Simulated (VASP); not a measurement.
**From one sheet to two: blue phosphorene**

Aim: relax blue phosphorene, place its levels against the vacuum, then find how two sheets stack and bind.

Program: VASP 6.6.1. Level of theory: optB86b-vdW; plane waves and PAW (P). Results are calculated unless marked as measured.

## Step 1: The structure

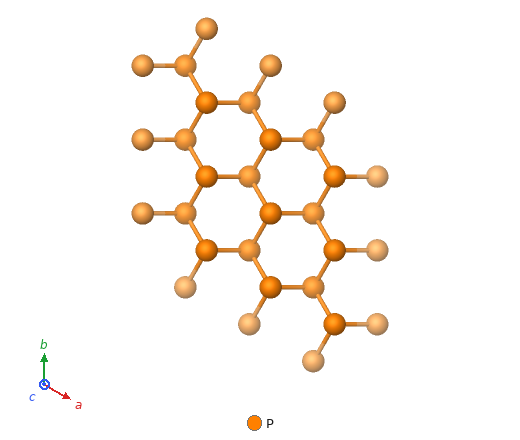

The starting structure, seen from above (phosphorus orange). 3×3×1 cells are drawn. Some periodic images of atoms are drawn too.

The cell holds 2 atoms: 2 P. Its edges and angles: a = 3.280 Å, b = 3.280 Å, c = 22.000 Å, α = 90.0°, β = 90.0°, γ = 120.0°. Vacuum lies along c.

## Step 2: Relaxing the monolayer

The sheet's cell relaxes in its plane with the atoms, while the vacuum is kept.

Input file INCAR:

```
SYSTEM = P
PREC = Normal
ENCUT = 350
EDIFF = 1E-06
NELM = 120
ISMEAR = 0
SIGMA = 0.03
LREAL = .FALSE.
ALGO = Normal
GGA = MK
AGGAC = 0
LUSE_VDW = .TRUE.
PARAM1 = 0.1234
PARAM2 = 1
LASPH = .TRUE.
NBANDS = 11
LORBIT = 11
LWAVE = .FALSE.
LCHARG = .FALSE.
KPAR = 4
IBRION = 2
NSW = 50
ISIF = 3
EDIFFG = -0.015
POTIM = 0.4
IDIPOL = 3
LDIPOL = .TRUE.
DIPOL = 0.5 0.5 0.5
LATTICE_CONSTRAINTS = .TRUE. .TRUE. .FALSE.
```

Input file POSCAR:

```
P
1.0
    3.2800000000      0.0000000000      0.0000000000
   -1.6400000000      2.8405633244      0.0000000000
    0.0000000000      0.0000000000     22.0000000000
P
2
Direct
    0.3333333333      0.6666666667      0.4718181818
    0.6666666667      0.3333333333      0.5281818182
```

Input file KPOINTS:

```
Automatic mesh
0
Gamma
12 12 1
0 0 0
```

PAW data sets: P (PBE family, release 64).

The run is started by

```console
mpirun -np 4 vasp_std
```

What it wrote:

```text
[banner, memory and clock lines left out]
running    4 mpi-ranks, on    1 nodes
 distrk:  each k-point on    1 cores,    4 groups
 distr:  one band on    1 cores,    1 groups

 POSCAR found type information on POSCAR P
 POSCAR found :  1 types and       2 ions
|                                                                             |
|               ----> ADVICE to this user running VASP <----                  |
|                                                                             |
|     You have switched on vdW-DFT.                                           |
|     This routine was written and supplied by Jiri Klimes. We recommend      |
|     that you carefully read and cite the following publications:            |
|       J. Klimes, D.R. Bowler, A. Michelides                                 |
|          J. Phys.: Cond Matt. 22 022201 (2010)                              |
|       J. Klimes, D.R. Bowler, A. Michelides                                 |
|          Phys. Rev. B. 83, 195131 (2011)                                    |
|     and references therein.                                                 |
|                                                                             |

|                                                                             |
|               ----> ADVICE to this user running VASP <----                  |
|                                                                             |
|     You enforced a specific xc type in the INCAR file but a different       |
|     [... a line on the potential file left out ...]
|     I HOPE YOU KNOW WHAT YOU ARE DOING!                                     |
|                                                                             |

 LDA part: xc-table for (Slater+PW92), standard interpolation
 POSCAR, INCAR and KPOINTS ok, starting setup
 FFT: planning ... GRIDC
 FFT: planning ... GRID_SOFT
 FFT: planning ... GRID
 WAVECAR not read
 entering main loop
       N       E                     dE             d eps       ncg     rms          rms(c)
DAV:   1     0.542206178308E+02    0.54221E+02   -0.26330E+03   418   0.450E+02
DAV:   2    -0.322296549408E+01   -0.57444E+02   -0.51117E+02   673   0.917E+01
DAV:   3    -0.796080412784E+01   -0.47378E+01   -0.47222E+01   555   0.356E+01
DAV:   4    -0.802622788438E+01   -0.65424E-01   -0.65338E-01   622   0.496E+00
DAV:   5    -0.802675680435E+01   -0.52892E-03   -0.52888E-03   627   0.415E-01    0.655E+00
DAV:   6    -0.797152903811E+01    0.55228E-01   -0.48422E-02   526   0.108E+00    0.389E+00
DAV:   7    -0.795111924683E+01    0.20410E-01   -0.88520E-02   550   0.150E+00    0.234E-01
DAV:   8    -0.795101947800E+01    0.99769E-04   -0.41441E-03   467   0.423E-01    0.751E-02
DAV:   9    -0.795098070562E+01    0.38772E-04   -0.20952E-04   644   0.914E-02    0.517E-02
DAV:  10    -0.795090716524E+01    0.73540E-04   -0.84108E-05   503   0.463E-02    0.230E-02
DAV:  11    -0.795088344532E+01    0.23720E-04   -0.70242E-06   635   0.187E-02    0.831E-03
DAV:  12    -0.795086083237E+01    0.22613E-04   -0.10082E-05   439   0.150E-02    0.128E-02
DAV:  13    -0.795086841958E+01   -0.75872E-05   -0.14598E-06   542   0.562E-03    0.765E-03
DAV:  14    -0.795090984107E+01   -0.41421E-04   -0.19552E-05   473   0.124E-02    0.127E-03
DAV:  15    -0.795091713849E+01   -0.72974E-05   -0.88590E-07   634   0.295E-03    0.190E-03
DAV:  16    -0.795092235000E+01   -0.52115E-05   -0.19116E-07   519   0.215E-03    0.553E-04
DAV:  17    -0.795092437399E+01   -0.20240E-05   -0.69581E-08   466   0.162E-03    0.732E-04
DAV:  18    -0.795092508338E+01   -0.70940E-06   -0.25858E-08   424   0.936E-04
   1 F= -.79509251E+01 E0= -.79509251E+01  d E =-.795093E+01
 curvature:   0.00 expect dE= 0.000E+00 dE for cont linesearch  0.000E+00
 trial: gam= 0.00000 g(F)=  0.179E-03 g(S)=  0.117E-02 ort = 0.000E+00 (trialstep = 0.100E+01)
 search vector abs. value=  0.135E-02
 bond charge predicted
       N       E                     dE             d eps       ncg     rms          rms(c)
DAV:   1    -0.795254815736E+01   -0.16238E-02   -0.29447E-02   484   0.882E-01    0.175E-01
DAV:   2    -0.795192260904E+01    0.62555E-03   -0.10112E-03   552   0.188E-01    0.840E-02
DAV:   3    -0.795167838906E+01    0.24422E-03   -0.53931E-04   511   0.115E-01    0.207E-02
DAV:   4    -0.795167324782E+01    0.51412E-05   -0.22996E-05   580   0.299E-02    0.190E-02
DAV:   5    -0.795167111577E+01    0.21320E-05   -0.87533E-07   499   0.610E-03    0.112E-02
DAV:   6    -0.795166691800E+01    0.41978E-05   -0.37755E-06   570   0.113E-02    0.172E-03
DAV:   7    -0.795166732578E+01   -0.40778E-06   -0.37109E-07   445   0.345E-03
   2 F= -.79516673E+01 E0= -.79516673E+01  d E =-.742242E-03
[...]
3 F= -.79516800E+01 E0= -.79516800E+01  d E =-.754921E-03
 curvature:  -0.56 expect dE=-0.238E-04 dE for cont linesearch -0.929E-08
 trial: gam= 0.02797 g(F)=  0.373E-04 g(S)=  0.507E-05 ort = 0.471E-05 (trialstep = 0.103E+01)
 search vector abs. value=  0.437E-04
 bond charge predicted
       N       E                     dE             d eps       ncg     rms          rms(c)
DAV:   1    -0.795168934994E+01   -0.97005E-05   -0.10149E-03   489   0.173E-01    0.269E-02
DAV:   2    -0.795169230718E+01   -0.29572E-05   -0.57588E-05   519   0.451E-02    0.958E-03
DAV:   3    -0.795169231677E+01   -0.95948E-08   -0.93487E-07   417   0.697E-03
   4 F= -.79516923E+01 E0= -.79516923E+01  d E =-.123121E-04
 trial-energy change:   -0.000012  1 .order   -0.000013   -0.000044    0.000019
 step:   0.7198(harm=  0.7198)  dis= 0.00065  next Energy=    -7.951695 (dE=-0.153E-04)
 reached required accuracy - stopping structural energy minimisation
```

Elapsed: 2.6 min, on 4 MPI ranks of Intel Xeon Platinum 8375C at 2.90GHz (Ice Lake), shared host; peak memory 1.4 GiB; 10 min of CPU time.

Lines that name or quote the potential files are left out of all logs, and their timing lines are given in words.

OUTCAR, selected parts (step 2):

```text
ion  position               nearest neighbor table
   1  0.333  0.667  0.472-   2 2.26   2 2.26   2 2.26
   2  0.667  0.333  0.528-   1 2.26   1 2.26   1 2.26

  LATTYP: Found a hexagonal cell.
 ALAT       =     3.2800000000
 C/A-ratio  =     6.7073170732

 Subroutine GETGRP returns: Found 12 space group operations
 (whereof 12 operations were pure point group operations)

The static configuration has the point symmetry D_3d.

 Found     19 irreducible k-points:

   k-points           NKPTS =     19   k-points in BZ     NKDIM =     19   number of bands    NBANDS=     11

   dimension x,y,z NGX =    16 NGY =   16 NGZ =  108
   dimension x,y,z NGXF=    32 NGYF=   32 NGZF=  216

   ENCUT  =  350.0 eV  25.72 Ry    5.07 a.u.   5.00  5.00 33.56*2*pi/ulx,y,z

   NELECT =      10.0000    total number of electrons

 k-points in reciprocal lattice and weights: Automatic mesh
   0.00000000  0.00000000  0.00000000       0.007
   0.08333333  0.00000000  0.00000000       0.042
   0.16666667  0.00000000  0.00000000       0.042
   0.25000000  0.00000000  0.00000000       0.042
   0.33333333  0.00000000  0.00000000       0.042
   0.41666667  0.00000000  0.00000000       0.042
   0.50000000  0.00000000  0.00000000       0.021
   0.08333333  0.08333333  0.00000000       0.042
   0.16666667  0.08333333  0.00000000       0.083
[...]
0.33333333  0.25000000  0.00000000       0.083
   0.33333333  0.33333333  0.00000000       0.014

 dipolmoment           0.000000      0.000000      0.000000 electrons x Angstroem

 average (electrostatic) potential at core
       1 -92.2989       2 -92.2989

 E-fermi :  -3.9987

 k-point     1 :       0.0000    0.0000    0.0000
  band No.  band energies     occupation
      1     -18.2396      2.00000
      2     -10.5772      2.00000
      3      -4.6263      2.00000
      4      -4.2066      2.00000
      5      -4.2066      2.00000
      6      -0.1968      0.00000
      7      -0.1637      0.00000
      8      -0.1637      0.00000
      9       0.7944      0.00000
     10       1.2548      0.00000
    ...

 k-point     2 :       0.0833    0.0000    0.0000
  band No.  band energies     occupation
      1     -18.1270      2.00000
      2     -10.5008      2.00000
      3      -5.0840      2.00000
      4      -4.5583      2.00000
      5      -4.4558      2.00000
      6      -0.4692      0.00000
      7       0.1493      0.00000
      8       0.5685      0.00000
      9       1.0030      0.00000
     10       1.3748      0.00000
    ...

 k-point     3 :       0.1667    0.0000    0.0000
  band No.  band energies     occupation
      1     -17.7916      2.00000
      2     -10.3152      2.00000
      3      -6.6760      2.00000
      4      -4.9942      2.00000
      5      -4.3839      2.00000
      6      -1.1453      0.00000
      7       0.7746      0.00000
      8       1.2043      0.00000
      9       1.5327      0.00000
     10       1.9722      0.00000
    ...

Total vdW correction in eV:      1.6455328

  Total       -0.0038043     -0.0038043     -0.0250385     -0.0000000      0.0000000      0.0000000
  in kB       -0.0299553     -0.0299553     -0.1971537     -0.0000000      0.0000000      0.0000000
  external PRESSURE =      -0.0856881 kB  Pullay stress =       0.0000000 kB

  energy-cutoff  :      350.00
  volume of cell :      203.48
      direct lattice vectors                 reciprocal lattice vectors
     3.267984059  0.000000000  0.000000000     0.305999045  0.176668631  0.000000000
    -1.633992030  2.830157215  0.000000000     0.000000000  0.353337262  0.000000000
     0.000000000  0.000000000 22.000000000     0.000000000  0.000000000  0.045454545

 POSITION                                       TOTAL-FORCE (eV/Angst)
 -----------------------------------------------------------------------------------
     -0.00000      1.88677     10.37698        -0.000000      0.000000      0.009504
      1.63399      0.94339     11.62302         0.000000     -0.000000     -0.009504
 -----------------------------------------------------------------------------------
    total drift:                                0.000000     -0.000000      0.000000

  FREE ENERGIE OF THE ION-ELECTRON SYSTEM (eV)
  ---------------------------------------------------
  free  energy   TOTEN  =        -7.9516923168 eV

  energy  without entropy=       -7.9516923168  energy(sigma->0) =       -7.95169232

Total vdW correction in eV:      1.6454783

 reached required accuracy - stopping structural energy minimisation

 vacuum level on the upper side and lower side of the slab         2.147         2.147

 total charge
# of ion       s       p       d       tot
------------------------------------------
    1        1.094   1.357   0.000   2.451
    2        1.094   1.357   0.000   2.451
--------------------------------------------------
tot          2.189   2.714   0.000   4.903

[... 3 further parts left out ...]
```

CONTCAR:

```
P
   1.00000000000000
     3.2679840594996481    0.0000000000000000    0.0000000000000000
    -1.6339920297498240    2.8301572146764755    0.0000000000000000
     0.0000000000000000    0.0000000000000000   22.0000000000000000
  P
     2
Direct
     0.3333333332999970    0.6666666667000030    0.4716807074808987
     0.6666666667000030    0.3333333332999970    0.5283192925191014
```

The gap is read on the k-mesh alone, so it is an upper bound where the band edges lie off the mesh. The PAW data sets were made with PBE, which is usual practice but a small mismatch for other functionals. The run keeps the 12 symmetry operations of its start, so it cannot find a distortion of lower symmetry.

Relaxation path:

| step | energy less that of the first step (eV) | largest force (eV/Å) | pressure (GPa) | volume (Å³) |
| --- | --- | --- | --- | --- |
| 1 | 0.0000 | 0.0481 | -0.08 | 204.98 |
| 2 | -0.0007 | 0.0249 | 0.00 | 203.60 |
| 3 | -0.0008 | 0.0220 | 0.01 | 203.42 |
| 4 | -0.0008 | 0.0095 | -0.01 | 203.48 |

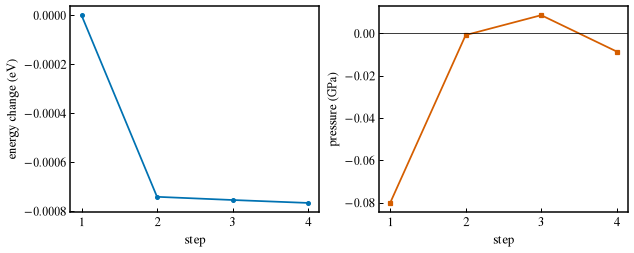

Energy and pressure along the relaxation.

| cell as run | before | after | change |
| --- | --- | --- | --- |
| a (Å) | 3.280 | 3.268 | -0.4 % |
| b (Å) | 3.280 | 3.268 | -0.4 % |

The relaxed structure:

```
P
1.0
     3.26798    0.00000    0.00000
    -1.63399    2.83016    0.00000
     0.00000    0.00000   22.00000
P
2
Direct
  0.33333 0.66667 0.47168
  0.66667 0.33333 0.52832
```

Numbers from this step:

- electronic steps: 32
- electrons: 10
- free energy (TOTEN): -7.952 eV
- Fermi energy: -3.999 eV
- metallic: no
- dipole moment: 0, 0, 0 e·Å
- gap on the k-mesh: 2.031 eV
- least direct gap on the k-mesh: 2.276 eV

The run ended after 4 ionic steps, 0.001 eV below its first step, once forces and stress met EDIFFG = -0.015.

## Step 3: A second relaxation

The plane waves were chosen for the start cell, so the relaxation is repeated from its end.

INCAR: that of step 2 with these lines changed.

```diff
@@ -21,3 +21,3 @@
 IBRION = 2
-NSW = 50
+NSW = 30
 ISIF = 3
```

Input file POSCAR:

```
P
1.0
    3.2679840595      0.0000000000      0.0000000000
   -1.6339920297      2.8301572147      0.0000000000
    0.0000000000      0.0000000000     22.0000000000
P
2
Direct
    0.3333333333      0.6666666667      0.4716807075
    0.6666666667      0.3333333333      0.5283192925
```

KPOINTS is that of step 2.

The run is started by

```console
mpirun -np 4 vasp_std
```

What it wrote:

```text
[banner, memory and clock lines left out]
running    4 mpi-ranks, on    1 nodes
 distrk:  each k-point on    1 cores,    4 groups
 distr:  one band on    1 cores,    1 groups

 POSCAR found type information on POSCAR P
 POSCAR found :  1 types and       2 ions
 [... a notice as in an earlier step ...]

 [... a notice as in an earlier step ...]

 LDA part: xc-table for (Slater+PW92), standard interpolation
 POSCAR, INCAR and KPOINTS ok, starting setup
 FFT: planning ... GRIDC
 FFT: planning ... GRID_SOFT
 FFT: planning ... GRID
 WAVECAR not read
 entering main loop
       N       E                     dE             d eps       ncg     rms          rms(c)
DAV:   1     0.537451669665E+02    0.53745E+02   -0.26052E+03   426   0.450E+02
DAV:   2    -0.363821059731E+01   -0.57383E+02   -0.51387E+02   672   0.952E+01
DAV:   3    -0.797562140240E+01   -0.43374E+01   -0.43083E+01   610   0.339E+01
DAV:   4    -0.802958752582E+01   -0.53966E-01   -0.53930E-01   641   0.401E+00
DAV:   5    -0.802991222074E+01   -0.32469E-03   -0.32468E-03   580   0.330E-01    0.659E+00
DAV:   6    -0.797271646356E+01    0.57196E-01   -0.51363E-02   518   0.112E+00    0.390E+00
DAV:   7    -0.795185954095E+01    0.20857E-01   -0.92571E-02   536   0.153E+00    0.249E-01
DAV:   8    -0.795175451269E+01    0.10503E-03   -0.43723E-03   445   0.441E-01    0.797E-02
DAV:   9    -0.795168759799E+01    0.66915E-04   -0.24189E-04   645   0.974E-02    0.524E-02
DAV:  10    -0.795158797532E+01    0.99623E-04   -0.98180E-05   516   0.504E-02    0.187E-02
DAV:  11    -0.795155818732E+01    0.29788E-04   -0.73869E-06   635   0.191E-02    0.106E-02
DAV:  12    -0.795151956719E+01    0.38620E-04   -0.11723E-05   445   0.165E-02    0.155E-02
DAV:  13    -0.795152592660E+01   -0.63594E-05   -0.15185E-06   523   0.598E-03    0.960E-03
DAV:  14    -0.795156772605E+01   -0.41799E-04   -0.20888E-05   465   0.135E-02    0.405E-03
DAV:  15    -0.795157597755E+01   -0.82515E-05   -0.11188E-06   645   0.329E-03    0.275E-03
DAV:  16    -0.795158291875E+01   -0.69412E-05   -0.26171E-07   514   0.265E-03    0.117E-03
DAV:  17    -0.795158520604E+01   -0.22873E-05   -0.10895E-07   471   0.189E-03    0.153E-03
DAV:  18    -0.795158585812E+01   -0.65208E-06   -0.22191E-08   434   0.909E-04
   1 F= -.79515859E+01 E0= -.79515859E+01  d E =-.795159E+01
 curvature:   0.00 expect dE= 0.000E+00 dE for cont linesearch  0.000E+00
 trial: gam= 0.00000 g(F)=  0.679E-05 g(S)=  0.100E-05 ort = 0.000E+00 (trialstep = 0.100E+01)
 search vector abs. value=  0.780E-05
 reached required accuracy - stopping structural energy minimisation
```

Wall time 65 s (4 MPI ranks); peak memory 1.4 GiB; 4.1 min of CPU time.

Parts of OUTCAR (step 3):

```text
  LATTYP: Found a hexagonal cell.
 ALAT       =     3.2679840595
 C/A-ratio  =     6.7319789814

The static configuration has the point symmetry D_3d.

 Found     19 irreducible k-points:

   ENCUT  =  350.0 eV  25.72 Ry    5.07 a.u.   4.99  4.99 33.56*2*pi/ulx,y,z

   NELECT =      10.0000    total number of electrons

 E-fermi :  -3.9891

 k-point     1 :       0.0000    0.0000    0.0000
  band No.  band energies     occupation
      1     -18.2371      2.00000
      2     -10.5749      2.00000
      3      -4.6242      2.00000
      4      -4.2041      2.00000
      5      -4.2041      2.00000
      6      -0.1942      0.00000
      7      -0.1612      0.00000
      8      -0.1612      0.00000
      9       0.8068      0.00000
     10       1.2643      0.00000
    ...

 k-point     2 :       0.0833    0.0000    0.0000
  band No.  band energies     occupation
      1     -18.1246      2.00000
      2     -10.4985      2.00000
      3      -5.0815      2.00000
      4      -4.5563      2.00000
      5      -4.4533      2.00000
      6      -0.4667      0.00000
      7       0.1518      0.00000
      8       0.5732      0.00000
      9       1.0135      0.00000
     10       1.3846      0.00000
    ...

Total vdW correction in eV:      1.6455073

  Total       -0.0050973     -0.0050973     -0.0316444     -0.0000000      0.0000000      0.0000000
  in kB       -0.0401366     -0.0401366     -0.2491692     -0.0000000      0.0000000      0.0000000
  external PRESSURE =      -0.1098142 kB  Pullay stress =       0.0000000 kB

 POSITION                                       TOTAL-FORCE (eV/Angst)
 -----------------------------------------------------------------------------------
     -0.00000      1.88677     10.37698        -0.000000     -0.000000      0.009381
      1.63399      0.94339     11.62302         0.000000      0.000000     -0.009381
 -----------------------------------------------------------------------------------
    total drift:                                0.000000      0.000000      0.000000

  FREE ENERGIE OF THE ION-ELECTRON SYSTEM (eV)
  ---------------------------------------------------
  free  energy   TOTEN  =        -7.9515858581 eV

  energy  without entropy=       -7.9515858581  energy(sigma->0) =       -7.95158586

Total vdW correction in eV:      1.6455088

 vacuum level on the upper side and lower side of the slab         2.113         2.113

[... 8 parts as in an earlier step ...]

[... 6 further parts left out ...]
```

CONTCAR:

```
P
   1.00000000000000
     3.2679840594999998    0.0000000000000000    0.0000000000000000
    -1.6339920296999999    2.8301572146999998    0.0000000000000000
     0.0000000000000000    0.0000000000000000   22.0000000000000000
  P
     2
Direct
     0.3333333332999970    0.6666666667000030    0.4716807074999991
     0.6666666667000030    0.3333333332999970    0.5283192925000009
```

Little changed from the start: no atom moved by 0.005 Å and no cell edge by 0.1 %.

Numbers from this step:

```
electronic steps : 18
Fermi energy     : -3.989 eV
```

The start already met the threshold, so nothing moved.

(Continued in part 2 of 4.)

[Lines on the potential files, build, host, timing and source positions are cut from VASP's logs without a mark.]

[Logs are printed without paths, hosts, clocks, repeated set-up lines and the standing remarks that a program may print on its own settings, such as how far it seeks lower states.]

[Hosts, paths, dates, database ids (printed as entryN), source tags and the programs' standing remarks are cut or masked in the printed files.]

[Runs that stopped without an error message from VASP are left out.]
